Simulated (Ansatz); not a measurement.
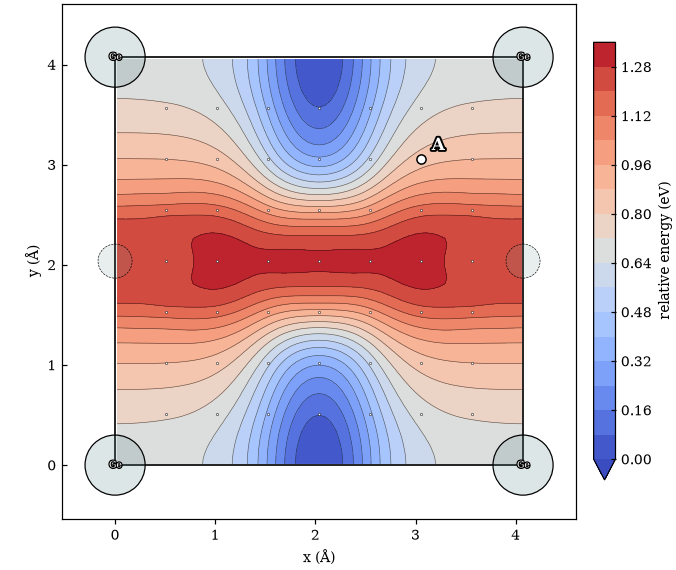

S on a Ge(100) slab cut from the Fd-3m phase, its upper half relaxed before the scan (4 atoms of substrate and one adsorbate in a 1 × 1 cell). 
- S is moved over the surface cell; relaxed at each place: the height of the adsorbate's atoms; substrate rigid; the origin of the map has the adsorbate above Ge4.
- Places are given modulo a cell vector. The map is drawn in real space over the plane of the surface.
- Grid: 8 × 8 points; 25 points were computed and 39 follow by symmetry.
- Energies: eV, counted from the lowest grid point.
- With one adsorbate in each 1 × 1 cell, its nearest image is 4.1 Å away, so neighbouring adsorbates interact.
- These are results of Ansatz, DFT PBE, scalar-relativistic, plane waves, PAW, not measurements. Settings: cutoff 420 eV, k-mesh 7×7×1, gaussian smearing 0.1 eV, no spin polarisation.

The picture shows filled contours, dots at the grid points, labelled circles for the atoms of the top layer and small ones for the second layer, the outline of one cell of the plane, the point A. Between grid points the surface is interpolated.

### Is A at rest? If not, where is it pushed?

A, at (6/8, 6/8) of the cell vectors, is not a stationary point. The computed force is 0.47 eV/Å in the plane, pointing up and left in the picture (components −0.21 and 0.42 eV/Å).

PAW datasets: the set soft_1.
